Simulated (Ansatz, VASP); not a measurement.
# Cross-check of MoS2 between VASP and Ansatz, part 2 of 2

Wanted: the spread between two codes on one cell, functional and k mesh.  The structure shown is the end of the VASP relaxation below.

VASP 6.6.1 and Ansatz 0.2.0.

So far: The structure; VASP: relaxation, PBE with D3(BJ); Ansatz: single point, PBE with D3(BJ); Differences.

## Step 5: VASP: band structure, PBE with D3(BJ)

Level of this step: PBE with D3(BJ), no spin polarisation; plane waves and PAW (S, Mo) (VASP).

The same path points are solved in both programs, so levels can be compared one by one.

INCAR reads:

```
SYSTEM = MoS2
PREC = Normal
ENCUT = 300
EDIFF = 1E-06
NELM = 120
ISMEAR = 0
SIGMA = 0.05
LREAL = .FALSE.
ALGO = Fast
GGA = PE
IVDW = 12
NBANDS = 22
LASPH = .TRUE.
LORBIT = 11
LWAVE = .FALSE.
LCHARG = .TRUE.
IDIPOL = 3
LDIPOL = .TRUE.
DIPOL = 0.5 0.5 0.5
LVHAR = .TRUE.
LVACPOTAV = .TRUE.
LELF = .TRUE.
NEDOS = 1500
```

POSCAR reads:

```
MoS2
1.0
    3.1690000000      0.0000000000      0.0000000000
   -1.5845000000      2.7444345050      0.0000000000
    0.0000000000      0.0000000000     18.1302960000
S Mo
2 1
Direct
    0.6666666670      0.3333333330      0.5862465663
    0.6666666670      0.3333333330      0.4137534337
    0.3333333330      0.6666666670      0.5000000000
```

KPOINTS reads:

```
Automatic mesh
0
Gamma
9 9 1
0 0 0
```

KPOINTS_OPT reads:

```
Line mode
14
Line-mode
Reciprocal
  0.00000000   0.00000000   0.00000000 GAMMA
  0.50000000   0.00000000   0.00000000 M

  0.50000000   0.00000000   0.00000000 M
  0.33333333   0.33333333   0.00000000 K

  0.33333333   0.33333333   0.00000000 K
  0.00000000   0.00000000   0.00000000 GAMMA
```

Potentials, in the order of the species: S and Mo (PBE family, release 64).

Run with:

```
$ mpirun -np 2 vasp_std
```

Numbers of over 12 decimals in the logs are rounded to 6 here.

Output:

```text
[banner, memory and clock lines left out]
running    2 mpi-ranks, on    1 nodes
[...]
LDA part: xc-table for (Slater+PW92), standard interpolation
 POSCAR, INCAR and KPOINTS ok, starting setup
[...]
entering main loop
       N       E                     dE             d eps       ncg     rms          rms(c)
DAV:   1     0.818323598463E+02    0.81832E+02   -0.47845E+03   528   0.404E+02
DAV:   2    -0.152087763725E+02   -0.97041E+02   -0.91511E+02   698   0.120E+02
DAV:   3    -0.231997914005E+02   -0.79910E+01   -0.78793E+01   662   0.375E+01
DAV:   4    -0.233514781364E+02   -0.15169E+00   -0.15158E+00   734   0.603E+00
[...]
RMM:  20    -0.217846718543E+02   -0.28936E-05   -0.18468E-07   593   0.185E-03    0.754E-04
RMM:  21    -0.217846732759E+02   -0.14216E-05   -0.32457E-08   518   0.889E-04    0.939E-04
RMM:  22    -0.217846737664E+02   -0.49051E-06   -0.97885E-09   471   0.706E-04
|                                                                             |
[...]
1 F= -.22735209E+02 E0= -.22735209E+02  d E =-.211207E-10
 Start KPOINTS_OPT (optional k-point list driver)
k-point batch [1-12\42]
       N       E                     dE             ncg
DAV:   1    -0.341979325472E+03   -0.26432E+04      536
DAV:   2    -0.142990644824E+04   -0.10879E+04      648
DAV:   3    -0.152278544238E+04   -0.92879E+02      660
DAV:   4    -0.152447792561E+04   -0.16925E+01      698
DAV:   5    -0.152451635794E+04   -0.38432E-01      684
DAV:   6    -0.152451802241E+04   -0.16645E-02      738
DAV:   7    -0.152451807385E+04   -0.51440E-04      680
DAV:   8    -0.152451807654E+04   -0.26948E-05      546
DAV:   9    -0.152451807664E+04   -0.95745E-07      474
[...]
k-point batch [37-42\42]
       N       E                     dE             ncg
DAV:   1     0.218295019665E+04   -0.55143E+03      272
DAV:   2     0.165345149201E+04   -0.52950E+03      306
DAV:   3     0.160534749411E+04   -0.48104E+02      330
DAV:   4     0.160447980033E+04   -0.86769E+00      326
DAV:   5     0.160445191874E+04   -0.27882E-01      344
DAV:   6     0.160445054041E+04   -0.13783E-02      376
DAV:   7     0.160445051211E+04   -0.28297E-04      344
DAV:   8     0.160445051041E+04   -0.17010E-05      276
DAV:   9     0.160445051036E+04   -0.47952E-07      240
```

OUTCAR, selected parts (step 5):

```text
 Edisp (eV)   -0.95054

  Total      -0.66523    -0.66523    -0.23363     0.00000    -0.00000     0.00000
  in kB      -6.75934    -6.75934    -2.37386     0.00000    -0.00000     0.00000
  external pressure =       -5.30 kB  Pullay stress =        0.00 kB

 POSITION                                       TOTAL-FORCE (eV/Angst)
 -----------------------------------------------------------------------------------
      1.58450      0.91481     10.62882         0.000000      0.000000     -0.008560
      1.58450      0.91481      7.50147         0.000000     -0.000000      0.008560
     -0.00000      1.82962      9.06515        -0.000000      0.000000      0.000000
 -----------------------------------------------------------------------------------
    total drift:                               -0.000005      0.000003      0.000000

  FREE ENERGIE OF THE ION-ELECTRON SYSTEM (eV)
  ---------------------------------------------------
  free  energy   TOTEN  =       -22.7352091480 eV

  energy  without entropy=      -22.7352091479  energy(sigma->0) =      -22.73520915

[... 1 part as in an earlier step ...]

[... 2 further parts left out ...]
[key lines of the parts left out:]
E-fermi :  -1.9587
```

## Step 6: Ansatz: band structure, PBE with D3(BJ)

The same cell, functional, mesh and smearing now go to Ansatz, which takes its cutoff from its data sets.

input.yaml reads:

```yaml
crystal:
  lattice:
    - [3.169, 0.0, 0.0]
    - [-1.5845, 2.744434505, 0.0]
    - [0.0, 0.0, 18.130296]
  atoms:
    - { symbol: S, position: [0.666666667, 0.333333333, 0.5862465663] }
    - { symbol: S, position: [0.666666667, 0.333333333, 0.4137534337] }
    - { symbol: Mo, position: [0.333333333, 0.666666667, 0.5] }
hamiltonian:
  xc: pbe
  pseudopotentials: { kind: paw }
  dispersion: d3bj
kpoints:
  mp_grid: { grid: [9, 9, 1] }
  band_path:
    path:
      - [0.0, 0.0, 0.0]
      - [0.03846, 0.0, 0.0]
      - [0.07692, 0.0, 0.0]
      - [0.15385, 0.0, 0.0]
      - [0.19231, 0.0, 0.0]
      - [0.26923, 0.0, 0.0]
      - [0.30769, 0.0, 0.0]
      - [0.34615, 0.0, 0.0]
      - [0.42308, 0.0, 0.0]
      - [0.46154, 0.0, 0.0]
      - [0.5, 0.0, 0.0]
      - [0.48718, 0.02564, 0.0]
      - [0.47436, 0.05128, 0.0]
      - [0.44872, 0.10256, 0.0]
      - [0.4359, 0.12821, 0.0]
      - [0.41026, 0.17949, 0.0]
      - [0.39744, 0.20513, 0.0]
      - [0.37179, 0.25641, 0.0]
      - [0.35897, 0.28205, 0.0]
      - [0.34615, 0.30769, 0.0]
      - [0.33333, 0.33333, 0.0]
      - [0.30769, 0.30769, 0.0]
      - [0.25641, 0.25641, 0.0]
      - [0.23077, 0.23077, 0.0]
      - [0.20513, 0.20513, 0.0]
      - [0.15385, 0.15385, 0.0]
      - [0.12821, 0.12821, 0.0]
      - [0.07692, 0.07692, 0.0]
      - [0.05128, 0.05128, 0.0]
      - [0.0, 0.0, 0.0]
    npoints: 1
scf:
  occupations: { method: gaussian, width: 0.05 }
  n_extra_bands: 7
efield:
  axis: 3
  dipole_correction: true
  ramp_width: 0.04
output:
  forces: true
  eigenvalues: true
```

Run with:

```
$ ansatz run input.yaml --threads 2 --pin off --max-ram 4608MiB --backend cpu --events-out ev --progress --plain --runs-dir out
```

Output:

```text
[...]
Crystal: 3 atoms, lattice volume = 157.681 Å³
Basis set: ecut = 420 eV, 3061 PW (Γ), exchange–correlation on 48×48×250 points (8 copies of the dense FFT grid, shifted against one another)
Bands: 20, of which v1, the nominal top of the filled ones, is band 13 counted from 1 (12 counted from 0)
Symmetry: 6 space group operations
[...]
k-point 1: bands = [... 9 lower, -2.8485, -2.2032, -1.5327, -0.5725, 2.1530, 2.1670, 2.4044, 2.6624, ... 3 higher]
  k-point 2: bands = [... 9 lower, -2.7729, -2.3501, -1.6692, -1.0281, 1.7342, 2.0245, 2.3477, 3.2459, ... 3 higher]
  k-point 11: bands = [... 9 lower, -3.9901, -3.3299, -2.6081, -0.4512, 1.2727, 2.6146, 3.1374, 4.4890, ... 3 higher]
[key lines of the parts left out:]
SCF converged after 10 iterations
Free energy (F): -6763.764051 eV
Fermi energy:    0.410757 eV
Dipole field:    D = 0.000177 V/Å  (p = 0.000154 e·Å, saw-weighted, corrected)
Work function:   Φ+ = 5.0787 eV   Φ− = 5.0820 eV
```

Elapsed: 8.2 s, on 2 threads of Arm Neoverse N1, shared host; peak memory 0.35 GiB; 16 s of CPU time.

## Step 7: Differences

Compared:

```
                     quantity  Ansatz   VASP  difference
gap over the path points (eV)   1.724  1.719      +0.005
```

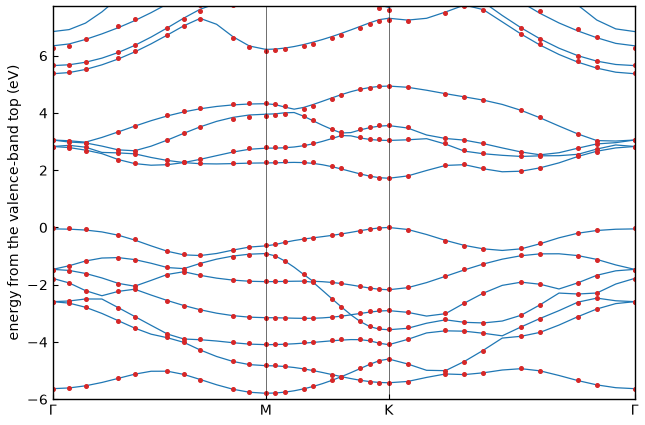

Bands from VASP (lines) and levels from Ansatz (dots). Dots without a line are higher empty bands that the VASP plot leaves out.

Levels at points of the path, from each program's valence-band top (eV; 4 filled, then empty):

```
k (reciprocal lattice)                                  Ansatz                                    VASP
     0.000 0.000 0.000  -1.79 -1.47 -1.47 -0.03 2.81 2.81 3.05  -1.78 -1.46 -1.46 -0.05 2.83 2.83 3.05
     0.038 0.000 0.000  -1.95 -1.51 -1.35 -0.03 2.77 2.85 2.98  -1.94 -1.50 -1.34 -0.06 2.79 2.87 2.98
     0.077 0.000 0.000  -2.22 -1.61 -1.18 -0.07 2.69 2.80 2.95  -2.21 -1.61 -1.17 -0.09 2.70 2.80 2.95
     0.154 0.000 0.000  -2.23 -1.96 -1.06 -0.25 2.37 2.60 2.71  -2.23 -1.95 -1.05 -0.27 2.37 2.60 2.71
     0.192 0.000 0.000  -2.16 -2.05 -1.12 -0.42 2.23 2.57 2.68  -2.16 -2.05 -1.12 -0.44 2.23 2.57 2.68
     0.269 0.000 0.000  -2.56 -1.65 -1.40 -0.82 2.20 2.35 3.05  -2.55 -1.64 -1.40 -0.83 2.19 2.34 3.05
     0.308 0.000 0.000  -2.73 -1.54 -1.45 -0.94 2.28 2.28 3.28  -2.73 -1.55 -1.44 -0.96 2.27 2.27 3.29
     0.346 0.000 0.000  -2.88 -1.66 -1.27 -0.97 2.25 2.40 3.50  -2.87 -1.67 -1.26 -0.98 2.23 2.38 3.52
     0.423 0.000 0.000  -3.08 -1.83 -1.02 -0.77 2.27 2.67 3.80  -3.08 -1.84 -1.00 -0.79 2.23 2.63 3.85
     0.462 0.000 0.000  -3.13 -1.87 -0.95 -0.67 2.29 2.77 3.87  -3.13 -1.88 -0.93 -0.68 2.25 2.73 3.93
```

At this near-relaxed geometry the largest component of a force difference is 15 meV/Å. Among the levels compared (up to four filled and three empty ones at each point), filled levels agree within 33 meV and empty ones within 58 meV.

## Step 8: Results

* difference in gap on the k mesh (single point, PBE with D3(BJ)): 0.0048 eV
* r.m.s. force difference (single point, PBE with D3(BJ)): 11 meV/Å
* difference in gap over the path points (band structure, PBE with D3(BJ)): 0.0049 eV
* r.m.s. force difference (band structure, PBE with D3(BJ)): 7.0 meV/Å

The r.m.s. force difference is 11 meV/Å (single point, PBE with D3(BJ)), within the 12 meV/Å picked in this series as the mark of a large difference. Differences of this kind measure data sets and numerical settings, not the functional's error against experiment.

[Lines on the potential files, build, host, timing and source positions are cut from VASP's logs without a mark.]

[Logs are printed without paths, hosts, clocks, repeated set-up lines and the standing remarks that a program may print on its own settings, such as how far it seeks lower states.]

[Hosts, paths, dates, database ids (printed as entryN), source tags and the programs' standing remarks are cut or masked in the printed files.]
